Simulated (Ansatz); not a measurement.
Start from this file.

```cif
data_structure
_symmetry_space_group_name_H-M 'P 1'
_symmetry_Int_Tables_number 1
_cell_length_a 3.2663
_cell_length_b 3.2663
_cell_length_c 5.2435
_cell_angle_alpha 90.000
_cell_angle_beta 90.000
_cell_angle_gamma 120.000
_cell_volume 48.45
loop_
_atom_site_label
_atom_site_type_symbol
_atom_site_fract_x
_atom_site_fract_y
_atom_site_fract_z
_atom_site_occupancy
Zn1 Zn 0.00000 0.00000 0.75000 1
Zn2 Zn 0.00000 0.00000 0.25000 1
O1 O 0.33333 0.66667 0.25000 1
O2 O 0.66667 0.33333 0.75000 1
```

### Interpret the file: composition, symmetry and coordination.

The stoichiometry is ZnO. Symmetry: P6_3/mmc (No. 194), primitive hexagonal lattice. The cell holds 4 atoms (2 Zn, 2 O), Z = 2. Each Zn is bonded to three O in a trigonal planar arrangement at 1.89 Å. The O atoms are each bonded to three Zn in a trigonal planar arrangement at 1.89 Å. Not all metal-metal contacts are counted. The bonds build ZnO layers parallel to (001).

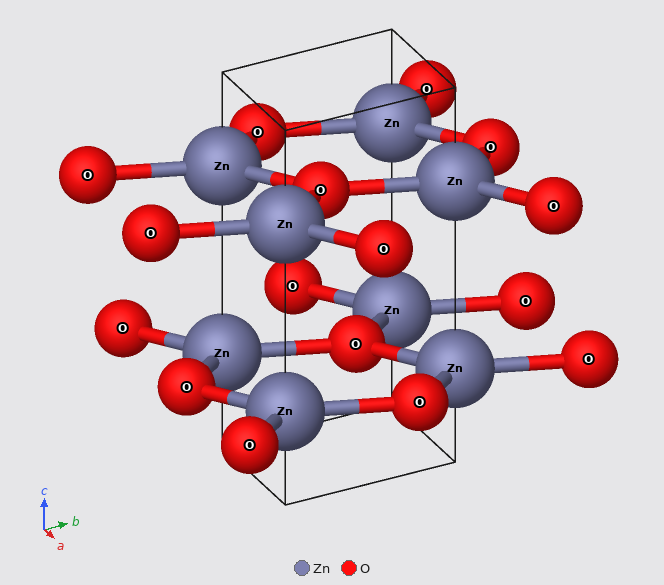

Figure: ball-and-stick view slightly off an axis. Thin lines show the conventional unit cell, with boundary atoms drawn in all their periodic places. Some atoms of the next cells are drawn as well. Colours: zinc blue, oxygen red.

Starting structure: a structure listed in the Materials Project. The cell was then strained or its atoms displaced on purpose. It went into a calculation with Ansatz.

At this level of theory the cell isn't at rest (compressed, at 4 GPa), so its distances can differ from those at equilibrium, the more so the softer the solid.
